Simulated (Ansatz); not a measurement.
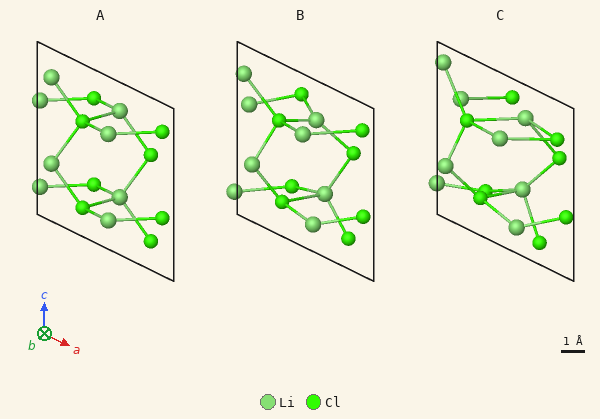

First-principles dynamics of a 16-atom cell of LiCl (set up in P6_3mc), 82 fs long. 3 frames in shuffled order; frame A is the first. A ball-and-stick model of the reduced simulation cell, seen along the b axis. Atoms are followed out of the cell. Bonds to atoms that aren't drawn are left out. Lengths and directions refer to the drawn axes.

All numbers below come from DFT PBE, scalar-relativistic, plane waves, PAW in Ansatz 0.2.0. Run with plane-wave cutoff 420 eV; k-point mesh 2 × 2 × 2; Fermi-Dirac smearing 0.155 eV; volume 1.06 times that of the relaxed crystal; constant energy (NVE); velocities drawn for 1800 K; time step 1.5 fs.

### Put the frames in order of time.

A, B, C, at 0 fs, 21 fs, 82 fs; the root-mean-square distance from the start grows as 0.00, 0.36, 0.71 Å. In the second half of the run the atoms are, in the root-mean-square, this far from where they began (common drift taken out): Li 0.79 Å, Cl 0.50 Å. The run lasts only 82 fs, too short to tell vibration from diffusion.

Cost: 69 s on 4 threads of Arm Neoverse V2 (shared host), peak memory 0.71 GiB.
